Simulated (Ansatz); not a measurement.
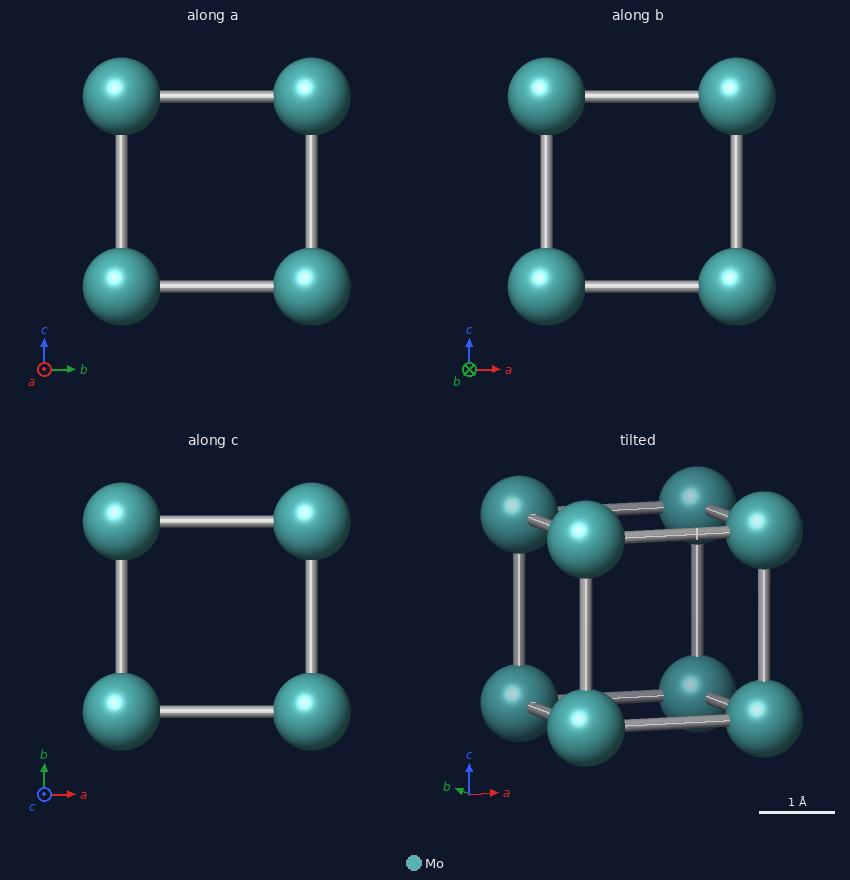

Structure drawing (ball-and-stick), viewed along the a axis, along the b axis, along the c axis and slightly off an axis. Lines trace the edges of the conventional unit cell.

Lattice parameters: a = 2.5687 Å, b = 2.5687 Å, c = 2.5687 Å, α = 90.000°, β = 90.000°, γ = 90.000°.

### Give the structure in the form of a CIF in P1 with every atom of the cell.

```cif
data_structure
_symmetry_space_group_name_H-M 'P 1'
_symmetry_Int_Tables_number 1
_cell_length_a 2.5687
_cell_length_b 2.5687
_cell_length_c 2.5687
_cell_angle_alpha 90.000
_cell_angle_beta 90.000
_cell_angle_gamma 90.000
_cell_volume 16.95
loop_
_atom_site_label
_atom_site_type_symbol
_atom_site_fract_x
_atom_site_fract_y
_atom_site_fract_z
_atom_site_occupancy
Mo1 Mo 0.0000 0.0000 0.0000 1
```

The initial geometry was a structure type filled with this element by a generator (whether the element takes this form wasn't checked). Earlier steps of the study may have refined or changed the cell and positions. It was the input of a calculation with Ansatz.

At this level of theory the cell isn't at rest (compressed, at 7 GPa), so its distances can differ from those at equilibrium, the more so the softer the solid.
